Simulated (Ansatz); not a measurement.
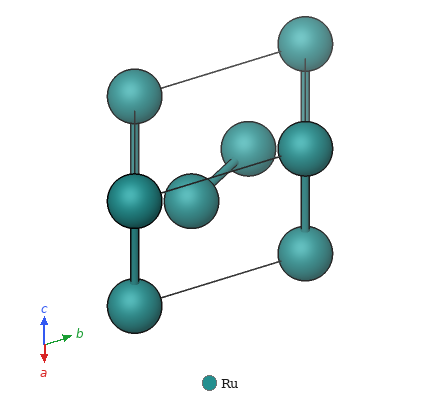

The structure, seen along [101]; the drawing may span several cells.

Structure (in its standard cell), coordinates from a relaxation with DFT PBEsol, scalar-relativistic, plane waves, PAW (Ansatz 0.2.0); the starting structure was generated, so it need not be a known form of this composition:

```
CELL_PARAMETERS angstrom
4.22190 0.00000 0.00000
-2.11095 3.65627 0.00000
0.00000 0.00000 2.65128
ATOMIC_POSITIONS crystal
Ru 0.00000 0.00000 0.00000
Ru 0.33333 0.66667 0.50000
Ru 0.66667 0.33333 0.50000
```

### What does the kinematic electron diffraction pattern along [101] look like at 200 kV (B = 0.8 Å²)?

The spots form a centred rectangular net whose two shortest vectors correspond to d = 3.66 Å and 2.15 Å, 72.9° apart. They are 0 1 0 (itself too weak to see) and 1 0 -1. The pattern has symmetry 2mm. Reflections such as 0 1 0, 0 2 0, 2 -2 -2 are allowed but too weak to see at this display level.

Strongest reflections with d > 0.83 Å, one of each family (|F|² from tabulated Gaussian fits of the electron scattering factors, times a small damping for the curvature of the Ewald sphere):

| hkl | d (Å) | I (strongest = 100) |
| --- | --- | --- |
| 1 0 -1 | 2.146 | 100 |
| 0 3 0 | 1.219 | 58 |
| 2 -1 -2 | 1.123 | 45 |
| 1 2 -1 | 1.225 | 26 |
| 1 1 -1 | 1.651 | 15 |
| 1 3 -1 | 0.947 | 11 |

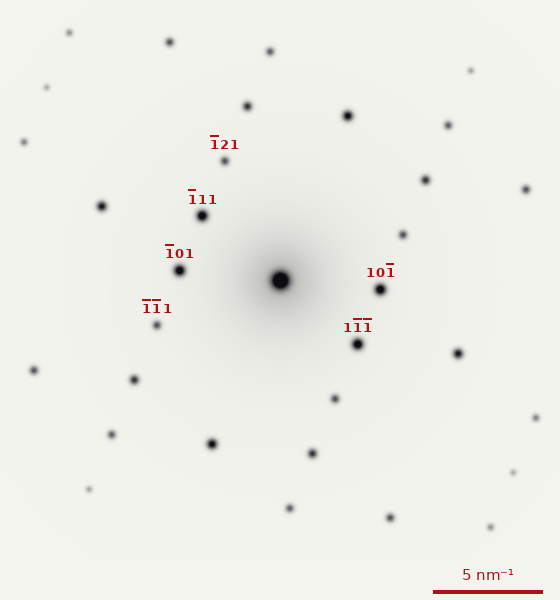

Calculated pattern, seen from the source side with [101] pointing towards the source.
